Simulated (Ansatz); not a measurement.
```
CELL_PARAMETERS angstrom
3.08004 0.00000 0.00000
0.00000 3.08004 0.00000
0.00000 0.00000 3.40425
ATOMIC_POSITIONS crystal
Au 0.00000 0.00000 0.00000
Au 0.50000 0.50000 0.50000
```

Space group I4/mmm; a structure from a database of computed crystals, not necessarily the ambient phase; changed on purpose from its base cell (strain -0.050 along x and y, +0.050 along z, atoms carried along); computed pressure about 11 GPa in this cell; computed without spin polarisation.

Theory: DFT PBEsol, scalar-relativistic, plane waves, PAW in Ansatz.

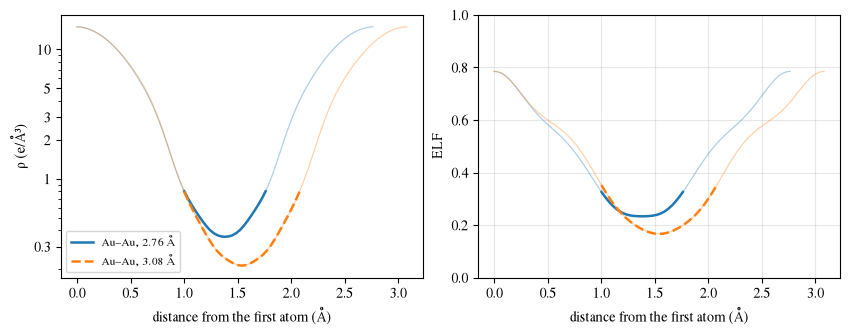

Au. Valence electron density and ELF along straight lines between neighbouring atoms. Thin, pale parts lie inside the atomic spheres.

The density is the valence pseudo-density of a PAW calculation; it isn't the true density close to the nuclei.

What can be read from the curves?

Au–Au (2.76 Å): the density is about 0.36 e/Å³ at the midpoint; the ELF is about 0.25 at the midpoint; no shared electron pair shows on this line.
Au–Au (3.08 Å): ρ is about 0.21 e/Å³ halfway; the ELF is about 0.15 at the midpoint: no localised pair shows between them.
